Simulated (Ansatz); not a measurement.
## Single-point calculation, with input and output: CoO (part 1 of 2)

The run: single-point calculation of CoO (16 atoms in the cell). Method and program: DFT, PBE, plane waves, PAW, spin-polarised (Ansatz 0.2.0).

The structure derives from an entry of the Crystallography Open Database. Figures and captions count atoms from 1; the log counts them from 0 in places.

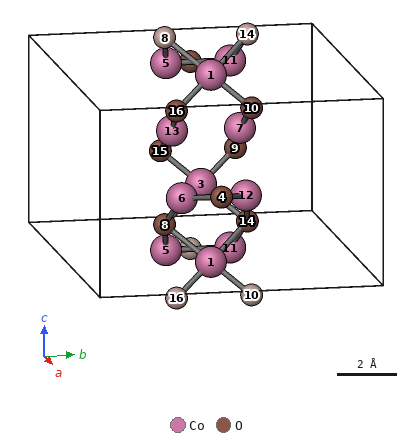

Fig. 1: The input geometry (ball-and-stick view of the cell of the calculation, with the vacuum cut short, seen slightly off an axis; neighbours outside the cell are drawn fainter; atoms are numbered from 1 in the order of the input). An atom can appear more than once, as a periodic image. Near neighbours in the periodic cell (some may lie outside the picture): Co has 4 O at 1.80 to 2.06 Å; O has 2 Co at 1.74 to 1.80 Å; Co has 1 Co at 2.24 Å and 2 O at 1.79 to 1.86 Å; Co has 2 O at 1.74 Å; O has 4 Co at 1.86 to 2.06 Å.

Summary

- outcome: converged
- electrons treated: 184
- free energy: −45532.4621 eV
- Fermi energy: −2.781 eV
- gap on the k-point mesh: none (metallic)
- net moment of the cell: 17.25 μB
- integrated absolute moment: 17.81 μB
- largest force (length of the vector): 0.015 eV/Å
- hardware: 4 threads of Intel Xeon (Sapphire Rapids), 16 GiB of memory available, shared host
- wall time: 49 s (CPU time 3 min)
- peak memory: 3.2 GiB

Settings chosen away from the usual ones: scf.convergence.dr2_threshold set to 1e-05. These settings are looser than, or depart from, a standard set-up, so the numbers are not reference values for this system. The program warns: the SCF threshold is loose for the printed forces; the SCF threshold is looser than advised for the printed stress.

Input file
```yaml
crystal:
  lattice:
    - [12.5, 0.0, 0.0]
    - [0.0, 12.3, 0.0]
    - [0.0, 0.0, 6.5573229135]
  atoms:
    - { symbol: Co, position: [0.569268749, 0.5, -0.0139466831], spin: 2.74 }
    - { symbol: O, position: [0.2806719612, 0.5, 0.940983759], spin: 0.35 }
    - { symbol: Co, position: [0.430731251, 0.5, 0.3472800164], spin: 2.74 }
    - { symbol: O, position: [0.7193280388, 0.5, 0.3923495744], spin: 0.35 }
    - { symbol: Co, position: [0.3897016266, 0.408929113, -0.0167474466], spin: 2.74 }
    - { symbol: Co, position: [0.6102983734, 0.408929113, 0.3500807799], spin: 2.74 }
    - { symbol: Co, position: [0.5, 0.596479529, 0.6666666667], spin: 2.74 }
    - { symbol: O, position: [0.5, 0.3823535124, 0.1666666667], spin: 0.35 }
    - { symbol: O, position: [0.3867670551, 0.6066280142, 0.5147587319], spin: 0.35 }
    - { symbol: O, position: [0.6132329449, 0.6066280142, 0.8185746014], spin: 0.35 }
    - { symbol: Co, position: [0.3897016266, 0.591070887, -0.0167474466], spin: 2.74 }
    - { symbol: Co, position: [0.6102983734, 0.591070887, 0.3500807799], spin: 2.74 }
    - { symbol: Co, position: [0.5, 0.403520471, 0.6666666667], spin: 2.74 }
    - { symbol: O, position: [0.5, 0.6176464876, 0.1666666667], spin: 0.35 }
    - { symbol: O, position: [0.3867670551, 0.3933719858, 0.5147587319], spin: 0.35 }
    - { symbol: O, position: [0.6132329449, 0.3933719858, 0.8185746014], spin: 0.35 }
basis:
  ecutwfc: 420
kpoints:
  mp_grid: { grid: [1, 1, 8] }
hamiltonian:
  xc: pbe
scf:
  occupations: { method: gaussian, width: 0.05 }
  lower_state_search: "off"
  convergence: { dr2_threshold: 1.0e-05 }
output:
  forces: true
  eigenvalues: true
  stress: true
magnetization:
  spin_polarized: true
```

Launched with:
```bash
ansatz run input.yaml --threads 4 --pin off --max-ram 11264MiB --backend cpu --events-out ev --progress --plain --runs-dir out
```

What the program printed
```
Warning: scf.convergence.dr2_threshold = 1e-5 eV is looser than this run's default, which is 1e-7 eV or tighter. The error in the forces grows as the threshold's square root, so leave the key out unless less accurate forces are enough
Warning: output.stress: scf.convergence.dr2_threshold = 1e-5 eV is looser than the 1.6e-9 eV advised for a printed stress (1e-10 eV for each atom of the cell: 16). What an SCF threshold leaves in a stress goes as its square root, and in the free energy as the threshold itself, and one threshold admits the most on a small cell: of the crystals measured, under no hybrid functional and no lock of the moments, on runs that ended without the residual-converged pass, on stresses that held no estimate of that error, the worst erred by over 100 MPa in a component at 1e-7 eV an atom and by under 5 at 1e-10. Set scf.convergence.dr2_threshold to 1.6e-9 eV or tighter. The threshold is an SCF's pass mark: one that does not reach it within its budget of iterations ends unconverged, or closes short of it on a stop that the run arms, and scf.convergence.dr2_threshold's page says what that costs each kind of run
Engine: ansatz 0.2.0, x86_64-unknown-linux-gnu
Pseudopotentials: kind: paw
Pseudopotential: Co, paw, valence charge 17, recommended cutoff 420 eV (normal), Co.paw.azcp
Pseudopotential: O, paw, valence charge 6, recommended cutoff 420 eV (normal), O.paw.azcp
Functional definition: PBE
  parameter kappa = 0.804
  parameter beta = 0.06672455060314922
  exchange = pbe_x(kappa = kappa, mu = beta*pi^2/3)
  correlation = pbe_c(beta = beta)
Crystal: 16 atoms, lattice volume = 1008.188 Å³
Basis set: ecut = 420 eV, 19677 PW (Γ), exchange–correlation on 180×180×90 points (8 copies of the dense FFT grid, shifted against one another)
Bands: 126, of which v1, the nominal top of the filled ones, is band 92 counted from 1 (91 counted from 0)
Symmetry: 4 space group operations
Space group: P2/m (ITA 10), of the structure as read, at distance tolerance 1.0e-4 Å
Magnetic group: BNS 10.42 (UNI 49), of the structure as read, at distance tolerance 1.0e-4 Å
k-points: 5 of 8
Non-local potential: Co, projectors of the file, l = 0: 3, l = 1: 2, l = 2: 3, l = 3: 1
Non-local potential: O, projectors of the file, l = 0: 2, l = 1: 2, l = 2: 1
PAW form: soft (Blöchl's): semilocal exchange-correlation on the pseudo side does not see the compensation charge
PAW one-centre angular grid: Co, 590 points (default); XC on 64 Gauss nodes
PAW one-centre angular grid: O, 110 points (default); XC on 64 Gauss nodes
Initial density: superposition of atomic densities (neutral atoms: chi_scale 0, normalization atom)
Starting moments: Σ|m| = 24.72 μB on 16 of 16 sites
Initial wavefunctions: pseudopotential atomic-orbital guess
Functional: x = pbe(κ = 0.804, μ = 0.2195149727645171), c = pbe(β = 0.06672455060314922)
SCF iter   1: F=—  HF=-45540.478621 eV  |F-HF|=—  |Δ(HF+E_count)|=         —  Δρ=4.08e-2 (↑3.46e-2 ↓4.08e-2)  dr2=4.98e1  dr2_m=2.24e0  M=20.248 μB ∫|m|=20.477 μB  β_m=0.30  ethr=3.10e-3  ⟨swp⟩=9.1  Hψ=6183  notcnv=0  defer=36
preconditioner: auto → LDOS  [metal: Δε(μ)=0.007 eV  Ē_g=10.671 eV  σ=0.050 eV  W_gap=0.08  n_scr=140 (ndim 8)  ℏωp=12.8 eV  f_vac=0.744  D(μ)=22.04/eV (n_scr^D=128)]
spin=Collinear: LDOS preconditioning applied to the charge; magnetization (m = ρ↑ − ρ↓) channel mixes plain (no charge-response kernel on spin).
SCF iter   2: F=—  HF=-45534.993176 eV  |F-HF|=—  |Δ(HF+E_count)|=    5.49e0  Δρ=2.80e-2 (↑2.80e-2 ↓2.67e-2)  dr2=2.44e1  dr2_m=1.28e0  M=20.000 μB ∫|m|=20.275 μB  β_m=0.30  ethr=3.10e-3  ⟨swp⟩=2.7  Hψ=2187  notcnv=0  defer=174
SCF iter   3: F=—  HF=-45531.567060 eV  |F-HF|=—  |Δ(HF+E_count)|=    3.43e0  Δρ=1.85e-2 (↑1.85e-2 ↓1.30e-2)  dr2=4.95e0  dr2_m=1.12e0  M=19.481 μB ∫|m|=19.777 μB  β_m=0.30  ethr=3.10e-3  ⟨swp⟩=3.0  Hψ=2037  notcnv=0  defer=189
SCF iter   4: F=—  HF=-45531.578151 eV  |F-HF|=—  |Δ(HF+E_count)|=   1.11e-2  Δρ=1.21e-2 (↑1.21e-2 ↓1.01e-2)  dr2=1.23e0  dr2_m=8.51e-1  M=19.365 μB ∫|m|=19.695 μB  β_m=0.30  ethr=2.69e-3  ⟨swp⟩=2.4  Hψ=1669  notcnv=0  defer=185
SCF iter   5: F=—  HF=-45531.830524 eV  |F-HF|=—  |Δ(HF+E_count)|=   2.52e-1  Δρ=1.16e-2 (↑1.09e-2 ↓1.16e-2)  dr2=5.61e-1  dr2_m=1.01e0  M=18.732 μB ∫|m|=19.112 μB  β_m=0.30  ethr=6.69e-4  ⟨swp⟩=2.0  Hψ=1565  notcnv=0  defer=187
SCF iter   6: F=—  HF=-45532.065818 eV  |F-HF|=—  |Δ(HF+E_count)|=   2.35e-1  Δρ=9.96e-3 (↑9.39e-3 ↓9.96e-3)  dr2=1.29e-1  dr2_m=8.26e-1  M=18.387 μB ∫|m|=18.808 μB  β_m=0.30  ethr=3.05e-4  ⟨swp⟩=2.0  Hψ=1408  notcnv=0  defer=187
SCF iter   7: F=—  HF=-45532.205992 eV  |F-HF|=—  |Δ(HF+E_count)|=   1.40e-1  Δρ=1.03e-2 (↑7.79e-3 ↓1.03e-2)  dr2=1.61e-1  dr2_m=7.33e-1  M=18.109 μB ∫|m|=18.561 μB  β_m=0.30  ethr=7.00e-5  ⟨swp⟩=2.0  Hψ=1571  notcnv=0  defer=187
SCF iter   8: F=—  HF=-45532.292557 eV  |F-HF|=—  |Δ(HF+E_count)|=   8.66e-2  Δρ=1.08e-2 (↑6.88e-3 ↓1.08e-2)  dr2=3.78e-1  dr2_m=6.65e-1  M=17.802 μB ∫|m|=18.288 μB  β_m=0.30  ethr=7.00e-5  ⟨swp⟩=1.5  Hψ=1084  notcnv=0  defer=187
SCF iter   9: F=—  HF=-45532.374022 eV  |F-HF|=—  |Δ(HF+E_count)|=   8.15e-2  Δρ=1.24e-2 (↑6.27e-3 ↓1.24e-2)  dr2=9.38e-1  dr2_m=6.66e-1  M=17.509 μB ∫|m|=18.029 μB  β_m=0.30  ethr=7.00e-5  ⟨swp⟩=2.0  Hψ=1117  notcnv=0  defer=187
SCF iter  10: F=—  HF=-45532.440431 eV  |F-HF|=—  |Δ(HF+E_count)|=   6.64e-2  Δρ=1.26e-2 (↑5.33e-3 ↓1.26e-2)  dr2=1.39e0  dr2_m=5.34e-1  M=17.363 μB ∫|m|=17.902 μB  β_m=0.30  ethr=7.00e-5  ⟨swp⟩=1.0  Hψ=1184  notcnv=0  defer=187
SCF iter  11: F=—  HF=-45532.454981 eV  |F-HF|=—  |Δ(HF+E_count)|=   1.46e-2  Δρ=1.15e-2 (↑4.24e-3 ↓1.15e-2)  dr2=1.38e0  dr2_m=3.69e-1  M=17.335 μB ∫|m|=17.883 μB  β_m=0.30  ethr=7.00e-5  ⟨swp⟩=2.0  Hψ=1177  notcnv=0  defer=187
SCF iter  12: F=—  HF=-45532.513637 eV  |F-HF|=—  |Δ(HF+E_count)|=   5.87e-2  Δρ=1.20e-2 (↑4.20e-3 ↓1.20e-2)  dr2=1.93e0  dr2_m=2.90e-1  M=17.276 μB ∫|m|=17.827 μB  β_m=0.30  ethr=7.00e-5  ⟨swp⟩=2.0  Hψ=1192  notcnv=0  defer=187
SCF iter  13: F=—  HF=-45532.504037 eV  |F-HF|=—  |Δ(HF+E_count)|=   9.60e-3  Δρ=1.05e-2 (↑3.90e-3 ↓1.05e-2)  dr2=1.69e0  dr2_m=1.80e-1  M=17.268 μB ∫|m|=17.823 μB  β_m=0.30  ethr=7.00e-5  ⟨swp⟩=1.9  Hψ=1262  notcnv=0  defer=190
SCF iter  14: F=—  HF=-45532.544525 eV  |F-HF|=—  |Δ(HF+E_count)|=   4.05e-2  Δρ=1.16e-2 (↑4.68e-3 ↓1.16e-2)  dr2=2.38e0  dr2_m=1.60e-1  M=17.257 μB ∫|m|=17.811 μB  β_m=0.30  ethr=7.00e-5  ⟨swp⟩=1.5  Hψ=1119  notcnv=0  defer=190
SCF iter  15: F=—  HF=-45532.450868 eV  |F-HF|=—  |Δ(HF+E_count)|=   9.37e-2  Δρ=4.80e-3 (↑2.95e-3 ↓4.80e-3)  dr2=4.78e-1  dr2_m=3.55e-2  M=17.264 μB ∫|m|=17.821 μB  β_m=0.30  ethr=7.00e-5  ⟨swp⟩=2.0  Hψ=1604  notcnv=0  defer=190
Mixer restart at iter 15: flushing history
spin-set hold released at iteration 15 (site moments' squared step at or under half its running peak, from the soft ceiling on): the magnetisation degrees of freedom join the quasi-Newton model from the next iteration; the mixer history was flushed
SCF iter  16: F=—  HF=-45532.443142 eV  |F-HF|=—  |Δ(HF+E_count)|=   7.73e-3  Δρ=2.62e-3 (↑2.41e-3 ↓2.62e-3)  dr2=1.88e-1  dr2_m=1.72e-2  M=17.258 μB ∫|m|=17.815 μB  β_m=0.53  ethr=7.00e-5  ⟨swp⟩=1.8  Hψ=1280  notcnv=0  defer=193
SCF iter  17: F=—  HF=-45532.449908 eV  |F-HF|=—  |Δ(HF+E_count)|=   6.77e-3  Δρ=1.59e-3 (↑1.09e-3 ↓1.59e-3)  dr2=2.69e-3  dr2_m=1.59e-2  M=17.251 μB ∫|m|=17.810 μB  β_m=0.58  ethr=7.00e-5  ⟨swp⟩=1.9  Hψ=1089  notcnv=0  defer=193
SCF iter  18: F=—  HF=-45532.463422 eV  |F-HF|=—  |Δ(HF+E_count)|=   1.35e-2  Δρ=1.65e-3 (↑5.11e-4 ↓1.65e-3)  dr2=2.78e-2  dr2_m=5.19e-3  M=17.250 μB ∫|m|=17.812 μB  β_m=0.76  ethr=1.46e-6  ⟨swp⟩=2.1  Hψ=2187  notcnv=0  defer=193
SCF iter  19: F=—  HF=-45532.461422 eV  |F-HF|=—  |Δ(HF+E_count)|=   2.00e-3  Δρ=3.63e-4 (↑2.35e-4 ↓3.63e-4)  dr2=1.53e-3  dr2_m=2.53e-4  M=17.251 μB ∫|m|=17.812 μB  β_m=0.69  ethr=1.46e-6  ⟨swp⟩=2.5  Hψ=2190  notcnv=0  defer=193
SCF iter  20: F=—  HF=-45532.461783 eV  |F-HF|=—  |Δ(HF+E_count)|=   3.60e-4  Δρ=3.21e-4 (↑1.13e-4 ↓3.21e-4)  dr2=8.45e-4  dr2_m=2.81e-4  M=17.251 μB ∫|m|=17.813 μB  β_m=0.74  ethr=8.31e-7  ⟨swp⟩=2.0  Hψ=1812  notcnv=0  defer=193
SCF iter  21: F=—  HF=-45532.462096 eV  |F-HF|=—  |Δ(HF+E_count)|=   3.14e-4  Δρ=8.66e-5 (↑5.86e-5 ↓8.66e-5)  dr2=1.25e-4  dr2_m=9.62e-6  M=17.250 μB ∫|m|=17.812 μB  β_m=0.71  ethr=4.59e-7  ⟨swp⟩=2.0  Hψ=1488  notcnv=0  defer=193
iter 22 met the thresholds in force, and the SCF goes on: an eigenvalue changes by 11.67 meV, over its tolerance of 0.50 meV (output.eigenvalues, Limitations)
SCF iter  22: F=-45532.462123 eV  HF=-45532.462092 eV  |F-HF|=3.04e-5  |Δ(HF+E_count)|=   4.15e-6  Δρ=1.46e-5 (↑1.02e-5 ↓1.46e-5)  dr2=3.85e-6  dr2_m=7.54e-7  M=17.250 μB ∫|m|=17.812 μB  β_m=0.67  ethr=5.43e-9  ⟨swp⟩=16.7  Hψ=7252  notcnv=0
SCF iter  23: F=-45532.462125 eV  HF=-45532.462118 eV  |F-HF|=6.73e-6  |Δ(HF+E_count)|=   2.56e-5  Δρ=7.53e-6 (↑4.82e-6 ↓7.53e-6)  dr2=7.01e-7  dr2_m=1.36e-7  M=17.250 μB ∫|m|=17.812 μB  ethr=2.09e-9  ⟨swp⟩=8.5  Hψ=5097  notcnv=0
SCF 1 converged in 23 iterations: F = -45532.462125 eV  dr2 = 7.01e-7
  greatest PAW one-centre occupation: 1.002 electrons in one spin orbital (limit 2), on the Co atom at site 11 (counted from 0), in its partial waves of l = 1
```

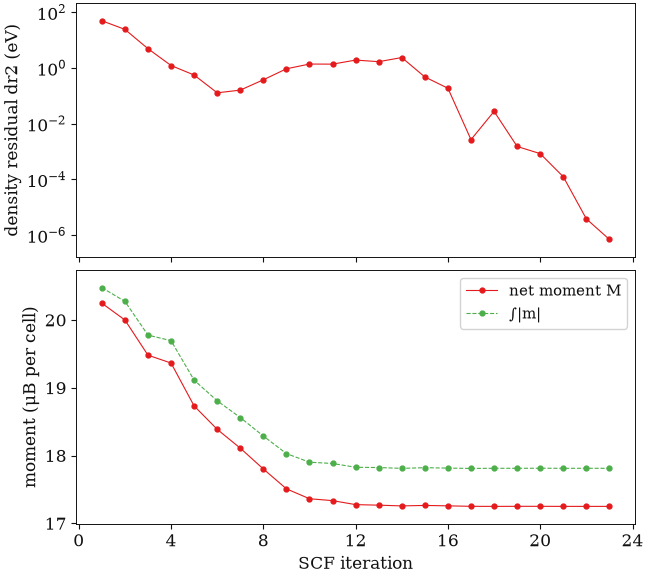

Fig. 2: Convergence of the self-consistent field: density residual dr2 and magnetic moment against the SCF iteration. The residual falls unevenly and jumps up by a factor of two or more 3 times on the way down. The net moment goes from 20.2 to 17.2 μB per cell.
